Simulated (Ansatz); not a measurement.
**Ga8N7 (cell with a defect): density, localisation and related maps**

The calculation's input:

```
crystal:
  lattice:
    - [0.0, 0.0, 5.2431684095]
    - [3.2183708159, 5.5743817708, 0.0]
    - [-6.4367416318, -1.0e-10, 0.0]
  atoms:
    - { symbol: Ga, position: [0.4991348631, 0.1666666667, 0.3333333333], spin: 0.25 }
    - { symbol: Ga, position: [0.4991348631, 0.1666666667, 0.8333333333] }
    - { symbol: Ga, position: [0.4991348631, 0.6666666667, 0.3333333333] }
    - { symbol: Ga, position: [0.4991348631, 0.6666666667, 0.8333333333] }
    - { symbol: Ga, position: [0.9991348631, 0.3333333333, 0.6666666667], spin: 0.25 }
    - { symbol: Ga, position: [0.9991348631, 0.3333333333, 0.1666666667], spin: 0.25 }
    - { symbol: Ga, position: [0.9991348631, 0.8333333333, 0.6666666667] }
    - { symbol: Ga, position: [0.9991348631, 0.8333333333, 0.1666666667], spin: 0.25 }
    - { symbol: "N", position: [0.8758651369, 0.1666666667, 0.8333333333] }
    - { symbol: "N", position: [0.8758651369, 0.6666666667, 0.3333333333] }
    - { symbol: "N", position: [0.8758651369, 0.6666666667, 0.8333333333] }
    - { symbol: "N", position: [0.3758651369, 0.3333333333, 0.6666666667] }
    - { symbol: "N", position: [0.3758651369, 0.3333333333, 0.1666666667] }
    - { symbol: "N", position: [0.3758651369, 0.8333333333, 0.6666666667] }
    - { symbol: "N", position: [0.3758651369, 0.8333333333, 0.1666666667] }
  host:
    lattice:
      - [3.2183708159, 0.0, 0.0]
      - [-1.609185408, 2.7871908854, 0.0]
      - [0.0, 0.0, 5.2431684095]
    atoms:
      - { symbol: Ga, position: [0.6666666667, 0.3333333333, 0.4991348631] }
      - { symbol: Ga, position: [0.3333333333, 0.6666666667, 0.9991348631] }
      - { symbol: "N", position: [0.6666666667, 0.3333333333, 0.8758651369] }
      - { symbol: "N", position: [0.3333333333, 0.6666666667, 0.3758651369] }
basis:
  ecutwfc: 420
  xc_grid: 2
kpoints:
  mp_grid: { grid: [3, 3, 3], shift: [0.0, 0.0, 0.0] }
hamiltonian:
  xc: pbe
scf:
  occupations: { method: gaussian, width: 0.01 }
output:
  forces: true
  stress: false
  eigenvalues: true
  populations: true
  charged_corrections:
    defect_position: [0.87586514, 0.16666667, 0.33333333]
    epsilon: [[10.4928, 0.0, 0.0], [0.0, 10.4928, 0.0], [0.0, 0.0, 11.6882]]
  write_density: true
  write_potential: true
  elf: true
  volumetric_format: npy
magnetization:
  spin_polarized: true
relax:
  adjacent_minimum: "off"
  f_tol: 0.025
  max_steps: 45
```

Launched as:

```sh
ansatz run input.yaml --threads 4 --pin off --max-ram 10240MiB --backend cpu --events-out ev --progress --plain --runs-dir out
```

The fields are those of the run's last geometry, not of the input's.

Spin-polarised.

These are results of DFT PBE, scalar-relativistic, plane waves, PAW in Ansatz, not measurements.

Core electrons are frozen (PAW), and the valence fields are smoothed inside the atomic spheres.

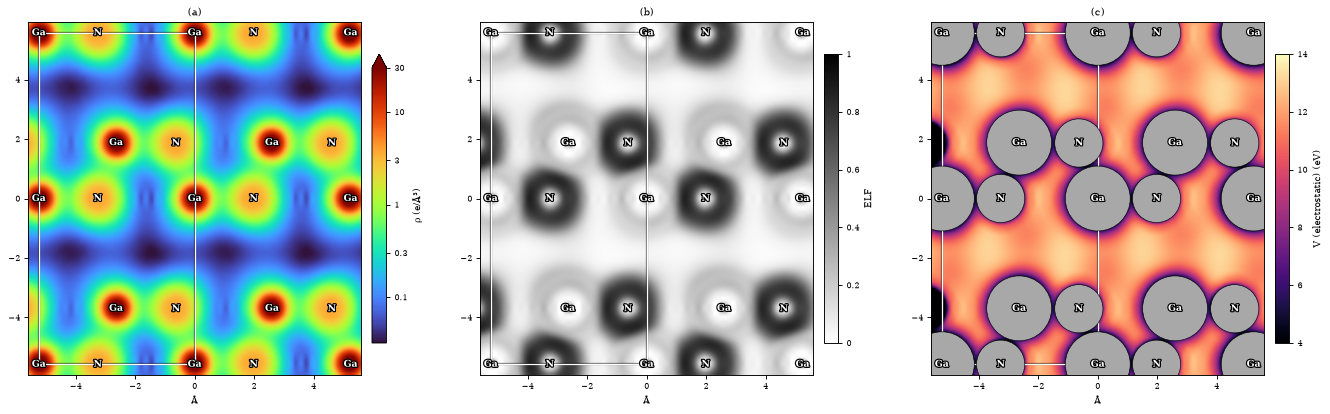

Figure 1. (a) valence electron density; (b) electron localisation function; (c) electrostatic potential (local pseudopotential plus Hartree) felt by an electron on the (011) plane of the calculation cell. Grey discs cover the atomic cores in the potential map.

### Describe what can be read from this map.

The section cuts through Ga and N sites.


Between the atoms the lowest density in this plane is 0.03 e/Å³.
Outside the cores the potential energy rises away from the atoms and is highest about 1.9 Å from the nearest atoms; its zero is arbitrary.

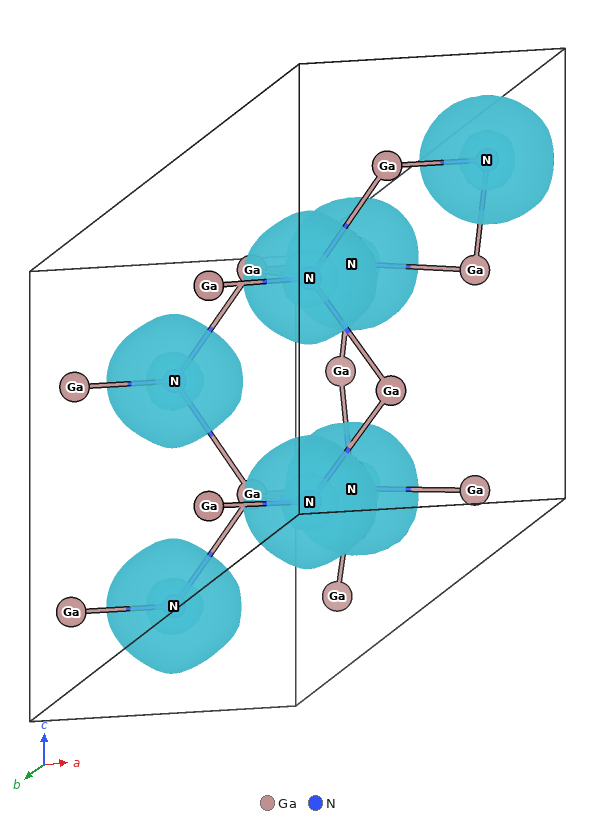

Figure 2. Isosurface of the ELF at 0.65 (cyan), seen at an oblique angle. Only the valence region is drawn (cores and ρ < 0.01 e/Å³ removed). Sticks mark near contacts.

### Where are the electrons localised?

The ELF exceeds this value in seven regions wrapped around N (the valence shell of each), counted in one cell of 15 atoms. Regions shared between cells count once.


Ga–N (1.96 Å): the ELF peaks at about 0.85 in the valence shell of N, 0.7 Å from its nucleus, and is about 0.45 at the midpoint. Ga–N (2.01 Å): the ELF peaks at about 0.85 in the valence shell of N, 0.7 Å from its nucleus, and is about 0.45 at the midpoint.

### Does the calculation give a band gap?

It is gapless in this calculation (a metal or semimetal).
